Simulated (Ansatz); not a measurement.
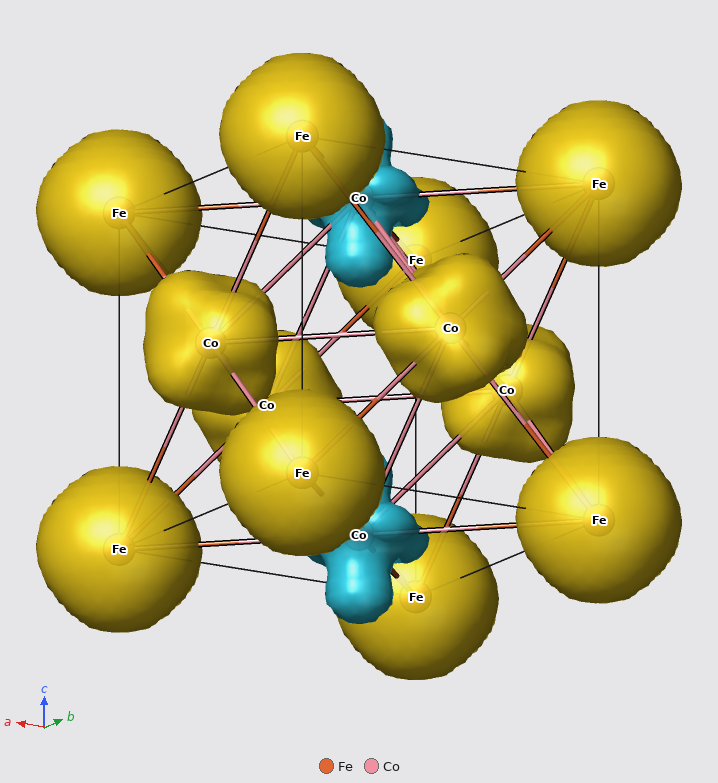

The picture shows: FeCo3. Isosurfaces of the magnetisation density (up minus down) at +0.2 (yellow) and −0.2 e/Å³ (cyan), seen at an oblique angle. Sticks mark near contacts.

Space group Pm-3m; a structure from a database of computed crystals, not necessarily the ambient phase; spin-polarised.

Theory: Ansatz, DFT r2SCAN, scalar-relativistic, plane waves, PAW.

In a PAW calculation such maps are meaningful between the atoms, not at the nuclei.

```
Fe Co
1.0
     0.00000    3.53570    0.00000
     0.00000    0.00000    3.53570
     3.53570    0.00000    0.00000
Fe Co
1 3
Direct
  0.00000 0.00000 0.00000
  0.50000 0.00000 0.50000
  0.00000 0.50000 0.50000
  0.50000 0.50000 0.00000
```

Q: Which atoms carry the moments, and with what signs?

A: The spin density sits on Fe: +2.9 μB; Co: +1.7 μB (×2) and −0.8 μB in one cell of 4 atoms: ferrimagnetic (opposed moments on unlike sites) in this solution. The cell of the calculation (4 atoms) carries 5.2 μB of net spin moment.
